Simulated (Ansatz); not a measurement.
## What a change does: geometry relaxation on Ir

System: Ir (P6₃/mmc, 2 atoms in the cell).
Method of run 1: Kohn-Sham DFT of a periodic cell, RPBE with D4, Ansatz PAW, no spin polarisation (Ansatz 0.2.0).

The structure derives from a Materials Project entry. Text and figures count atoms from 1; the logs count them from 0 in places.

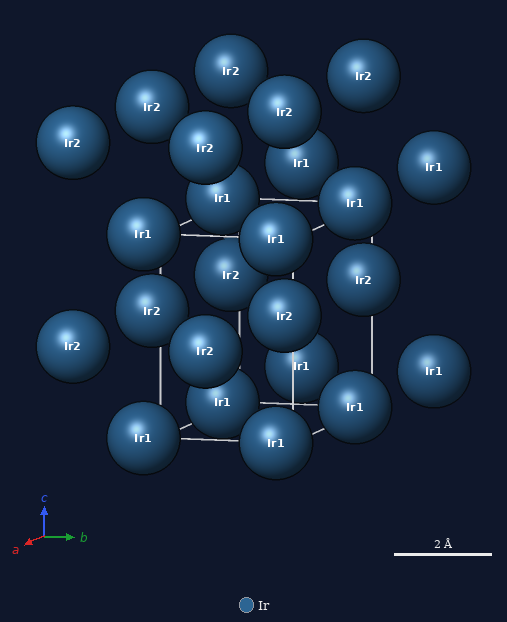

The input geometry (spheres-only view of the cell of the calculation, repeated 3 × 2 × 2, seen at an oblique angle; atoms are numbered from 1 in the order of the input). An atom can appear more than once, as a periodic image.

**Input, run 1**
```yaml
crystal:
  lattice:
    - [2.7513778946, 0.0, 0.0]
    - [-1.3756889473, 2.3827631521, 0.0]
    - [0.0, 0.0, 4.46229]
  atoms:
    - { symbol: Ir, position: [0.3333333333, 0.6666666667, 0.25] }
    - { symbol: Ir, position: [0.6666666667, 0.3333333333, 0.75] }
hamiltonian:
  xc: rpbe
  pseudopotentials: { kind: paw }
  dispersion: d4
kpoints:
  mp_grid: { grid: [11, 11, 6] }
scf:
  occupations: { method: fermi_dirac, width: 0.05 }
output:
  forces: true
  stress: true
  eigenvalues: true
relax:
  f_tol: 0.01
  max_steps: 40
  cell: { stress_tol: 0.05 }
```

Launched with:
```bash
ansatz run input.yaml --threads 2 --pin off --max-ram 5632MiB --backend cpu --events-out ev --progress --plain --runs-dir out
```

Hardware: 2 threads of Arm Neoverse V2, 24 GiB of memory available, shared host.

**Output, shortened to warnings, some set-up lines, iterations and results (run 1)**
```
Basis set: ecut = 420 eV, 573 PW (Γ), exchange–correlation on 40×40×60 points (8 copies of the dense FFT grid, shifted against one another)
Symmetry: 24 space group operations
k-points: 64 of 726
Initial density: superposition of atomic densities (neutral atoms: chi_scale 0, normalization atom), corrected by the library's trained network
[...]
SCF iter   1: F=—  HF=-23900.686652 eV  |F-HF|=—  |Δ(HF+E_count)|=         —  Δρ=8.66e-3  dr2=5.64e-3  ethr=1.77e-3  ⟨swp⟩=4.7  Hψ=5256  notcnv=0
SCF iter   2: F=—  HF=-23900.691641 eV  |F-HF|=—  |Δ(HF+E_count)|=   4.99e-3  Δρ=5.10e-3  dr2=2.13e-3  ethr=1.66e-5  ⟨swp⟩=2.0  Hψ=2233  notcnv=0
SCF iter   3: F=—  HF=-23900.693907 eV  |F-HF|=—  |Δ(HF+E_count)|=   2.27e-3  Δρ=3.17e-4  dr2=8.25e-6  ethr=6.28e-6  ⟨swp⟩=2.0  Hψ=1936  notcnv=0
SCF iter   4: F=—  HF=-23900.693945 eV  |F-HF|=—  |Δ(HF+E_count)|=   3.85e-5  Δρ=7.38e-5  dr2=1.44e-6  ethr=2.43e-8  ⟨swp⟩=2.0  Hψ=1960  notcnv=0
SCF iter   5: F=-23900.693945 eV  HF=-23900.693945 eV  |F-HF|=3.51e-9  |Δ(HF+E_count)|=   3.78e-7  Δρ=7.99e-6  dr2=9.11e-9  ethr=4.22e-9  ⟨swp⟩=2.6  Hψ=2386  notcnv=0
[... 55 lines ...]
SCF iter   5: F=-23900.749348 eV  HF=-23900.749348 eV  |F-HF|=1.09e-11  |Δ(HF+E_count)|=  7.28e-12  Δρ=3.34e-8  dr2=1.26e-13  ethr=1.00e-12  ⟨swp⟩=1.0  Hψ=1344  notcnv=0
SCF iter   6: F=-23900.749348 eV  HF=-23900.749348 eV  |F-HF|=7.28e-12  |Δ(HF+E_count)|=  1.46e-11  Δρ=1.07e-8  dr2=1.64e-14  ethr=1.00e-12  ⟨swp⟩=1.0  Hψ=1344  notcnv=0
SCF iter   7: F=-23900.749348 eV  HF=-23900.749348 eV  |F-HF|=0.00e0  |Δ(HF+E_count)|=  7.28e-12  Δρ=2.56e-9  dr2=8.06e-16  ethr=1.00e-12  ⟨swp⟩=2.0  Hψ=3825  notcnv=0
SCF 8 converged in 7 iterations: F = -23900.749348 eV  dr2 = 8.06e-16
relax step   8: F+E_penalty+E_count = -23900.74934839 eV  Δ(F+E_penalty+E_count) = -3.992e-6 eV  max|allowed force component| = 1.249e-16 eV/Å  Δτ_max = 0.0000 Å  P = -0.000 …
basis re-selected at this cell: Δ(F+E_penalty+E_count) = -3.992e-6 eV, ΔP = -0.000 GPa vs the last step (what re-selecting the basis moved, of the pressure what is left beyond the Pulay correction that the steps carried, after the strain that the cell walked since its last selection, with what the …
SCF converged after 7 iterations
Free energy (F): -23900.749348 eV
Harris-Foulkes:  -23900.749348 eV  (|F-HF|=0.00e0)
Internal energy: -23900.725432 eV  (E = F + TS)
E sigma→0 (E₀):  -23900.737390 eV
Entropy (-TS):   -0.023917 eV (-11.958 meV/atom)
Fermi energy:    26.273856 eV
--- Per-component energies (eV) ---
  E_band       = -153.872272
  E_kinetic    = 1248.427278
  E_local      = -2108.511240  (includes V_loc(G=0)·N_el)
  E_nonlocal   = 143.619872
  E_hartree    = 813.009086
  E_xc         = -537.321529
  E_vxc        = -601.284099  (∫ρ·V_xc dr)
  E_paw        = -18473.484756  (= ΣΔE_a)
  E_vpaw       = -462.142374  (= ΣTr[D̂ρ^β])
  E_aug_tail   = 0.000119  (compensation charges beyond the density's cutoff)
  E_ewald      = -4982.917414
  E_disp       = -3.483803  (pairwise vdW)
  E_core_change = -0.063044  (= ΣΔE_core)
  E_smearing   = -0.023917  (= −TS)
  E_closure    = 0.000000  (closes the sum)
  Σ components = -23900.749348   (vs F -23900.749348, Δ=0.00e0)
--- Forces (eV/Å), atoms counted from 1 ---
  atom   1  Ir     0.00000000     0.00000000     0.00000000
  atom   2  Ir     0.00000000    -0.00000000     0.00000000
  max |Σ_I F_I| component: 3.70e-17 eV/Å
--- Stress (GPa, compression-positive) ---
       -0.000650       0.000000      -0.000000
        0.000000      -0.000650       0.000000
       -0.000000       0.000000       0.000362
  P = ⅓ Tr σ = -0.0003 GPa (-0.003 kbar)
--- Relaxed structure (6 steps of the walk, 5 accepted, 2 SCFs on fresh bases) ---
  F+E_penalty+E_count = -23900.74934839 eV   max|allowed force component| = 1.249e-16 eV/Å   (the final SCF, on the basis selected at the relaxed cell)
  cell:  # Å, volume = 28.0662 Å³
    - [2.713386036423866, 0.0, 0.0]
    - [-1.356693018211933, 2.3498612378170365, 0.0]
    - [0.0, 0.0, 4.401791300980729]
  atoms:
    - { symbol: Ir, position: [0.3333333333333333, 0.6666666666666666, 0.25] }
    - { symbol: Ir, position: [0.6666666666666666, 0.3333333333333333, 0.7500000000000001] }
```

The input of run 2 differs as follows (lines with − go, lines with + come):
```diff
-  dispersion: d4
+  dispersion: d3bj
```

What does this change do to the results?

The total energies belong to different models, so their difference says nothing on which is more stable or more accurate. The volume per atom goes from 14.03 to 13.04 Å³. The SCF takes 50 iterations over all geometry steps against 49.

**Output, shortened to warnings, some set-up lines, iterations and results (run 2)**
```
Basis set: ecut = 420 eV, 573 PW (Γ), exchange–correlation on 40×40×60 points (8 copies of the dense FFT grid, shifted against one another)
Symmetry: 24 space group operations
k-points: 64 of 726
Initial density: superposition of atomic densities (neutral atoms: chi_scale 0, normalization atom), corrected by the library's trained network
[...]
SCF iter   1: F=—  HF=-23905.440419 eV  |F-HF|=—  |Δ(HF+E_count)|=         —  Δρ=8.66e-3  dr2=5.64e-3  ethr=1.77e-3  ⟨swp⟩=4.7  Hψ=5256  notcnv=0
SCF iter   2: F=—  HF=-23905.445408 eV  |F-HF|=—  |Δ(HF+E_count)|=   4.99e-3  Δρ=5.10e-3  dr2=2.13e-3  ethr=1.66e-5  ⟨swp⟩=2.0  Hψ=2233  notcnv=0
SCF iter   3: F=—  HF=-23905.447674 eV  |F-HF|=—  |Δ(HF+E_count)|=   2.27e-3  Δρ=3.17e-4  dr2=8.25e-6  ethr=6.28e-6  ⟨swp⟩=2.0  Hψ=1936  notcnv=0
SCF iter   4: F=—  HF=-23905.447712 eV  |F-HF|=—  |Δ(HF+E_count)|=   3.85e-5  Δρ=7.38e-5  dr2=1.44e-6  ethr=2.43e-8  ⟨swp⟩=2.0  Hψ=1960  notcnv=0
SCF iter   5: F=-23905.447712 eV  HF=-23905.447712 eV  |F-HF|=3.51e-9  |Δ(HF+E_count)|=   3.78e-7  Δρ=7.99e-6  dr2=9.11e-9  ethr=4.22e-9  ⟨swp⟩=2.6  Hψ=2386  notcnv=0
[... 56 lines ...]
SCF iter   6: F=-23905.927038 eV  HF=-23905.927038 eV  |F-HF|=1.09e-11  |Δ(HF+E_count)|=  1.09e-11  Δρ=9.36e-9  dr2=1.69e-14  ethr=1.00e-12  ⟨swp⟩=1.0  Hψ=1344  notcnv=0
SCF iter   7: F=-23905.927038 eV  HF=-23905.927038 eV  |F-HF|=7.28e-12  |Δ(HF+E_count)|=    0.00e0  Δρ=1.68e-9  dr2=5.80e-16  ethr=1.00e-12  ⟨swp⟩=1.0  Hψ=1344  notcnv=0
SCF iter   8: F=-23905.927038 eV  HF=-23905.927038 eV  |F-HF|=7.28e-12  |Δ(HF+E_count)|=  3.64e-12  Δρ=5.34e-10  dr2=7.27e-17  ethr=1.00e-12  ⟨swp⟩=2.0  Hψ=3381  notcnv=0
SCF 8 converged in 8 iterations: F = -23905.927038 eV  dr2 = 7.27e-17
relax step   8: F+E_penalty+E_count = -23905.92703834 eV  Δ(F+E_penalty+E_count) = -6.980e-6 eV  max|allowed force component| = 6.014e-17 eV/Å  Δτ_max = 0.0000 Å  P = +0.001 …
basis re-selected at this cell: Δ(F+E_penalty+E_count) = -6.980e-6 eV, ΔP = -0.001 GPa vs the last step (what re-selecting the basis moved, of the pressure what is left beyond the Pulay correction that the steps carried, after the strain that the cell walked since its last selection, with what the …
SCF converged after 8 iterations
Free energy (F): -23905.927038 eV
Harris-Foulkes:  -23905.927038 eV  (|F-HF|=7.28e-12)
Internal energy: -23905.905782 eV  (E = F + TS)
E sigma→0 (E₀):  -23905.916410 eV
Entropy (-TS):   -0.021256 eV (-10.628 meV/atom)
Fermi energy:    28.762579 eV
--- Per-component energies (eV) ---
  E_band       = -81.609869
  E_kinetic    = 1256.172504
  E_local      = -1939.786361  (includes V_loc(G=0)·N_el)
  E_nonlocal   = 144.326780
  E_hartree    = 762.911201
  E_xc         = -539.996141
  E_vxc        = -604.961038  (∫ρ·V_xc dr)
  E_paw        = -18474.307556  (= ΣΔE_a)
  E_vpaw       = -463.184295  (= ΣTr[D̂ρ^β])
  E_aug_tail   = 0.000139  (compensation charges beyond the density's cutoff)
  E_ewald      = -5106.061603
  E_disp       = -9.101700  (pairwise vdW)
  E_core_change = -0.063044  (= ΣΔE_core)
  E_smearing   = -0.021256  (= −TS)
  E_closure    = 0.000000  (closes the sum)
  Σ components = -23905.927038   (vs F -23905.927038, Δ=0.00e0)
--- Forces (eV/Å), atoms counted from 1 ---
  atom   1  Ir     0.00000000     0.00000000     0.00000000
  atom   2  Ir     0.00000000    -0.00000000     0.00000000
  max |Σ_I F_I| component: 2.78e-17 eV/Å
--- Stress (GPa, compression-positive) ---
        0.000000       0.000000       0.000000
       -0.000000       0.000000       0.000000
        0.000000       0.000000       0.001895
  P = ⅓ Tr σ = 0.0006 GPa (0.006 kbar)
--- Relaxed structure (6 steps of the walk, 6 accepted, 2 SCFs on fresh bases) ---
  F+E_penalty+E_count = -23905.92703834 eV   max|allowed force component| = 6.014e-17 eV/Å   (the final SCF, on the basis selected at the relaxed cell)
  cell:  # Å, volume = 26.0844 Å³
    - [2.6463752668102662, 0.0, 0.0]
    - [-1.3231876334051331, 2.2918282090045126, 0.0]
    - [0.0, 0.0, 4.300782107364673]
  atoms:
    - { symbol: Ir, position: [0.3333333333333333, 0.6666666666666666, 0.25] }
    - { symbol: Ir, position: [0.6666666666666666, 0.3333333333333333, 0.75] }
```

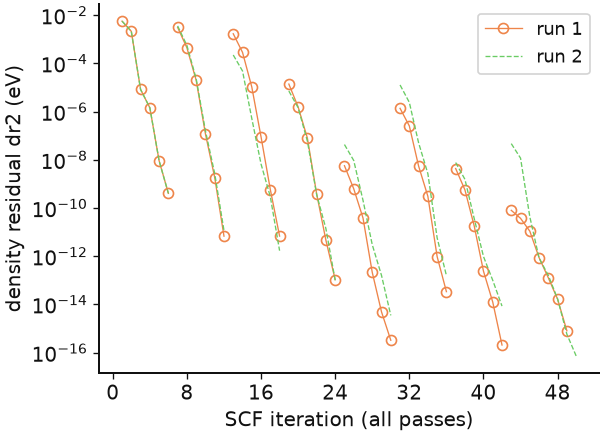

Convergence of the two runs: density residual dr2 against the SCF iteration. A break in a curve parts two SCF passes. Run 1 takes 49 iterations in all, and run 2 takes 50.

**The two runs side by side**

| quantity | run 1 | run 2 |
| --- | --- | --- |
| outcome | converged | converged |
| free energy per atom (eV) | −11950.3747 | −11952.9635 |
| energy per atom, smearing taken to zero (eV) | −11950.3687 | −11952.9582 |
| gap on the mesh (eV) | 0.00 | 0.00 |
| pressure (GPa) | 0.00 | 0.00 |
| volume per atom (Å³) | 14.03 | 13.04 |
| largest force (eV/Å) | 0.000 | 0.000 |
| SCF iterations | 49 | 50 |
| irreducible k-points | 64 | 64 |
| wall time (shared host) | 7.4 s | 6.5 s |

For both runs: Points of doubt noted for this run: forces on files of another functional. Spin–orbit coupling is left out, which matters for Ir.
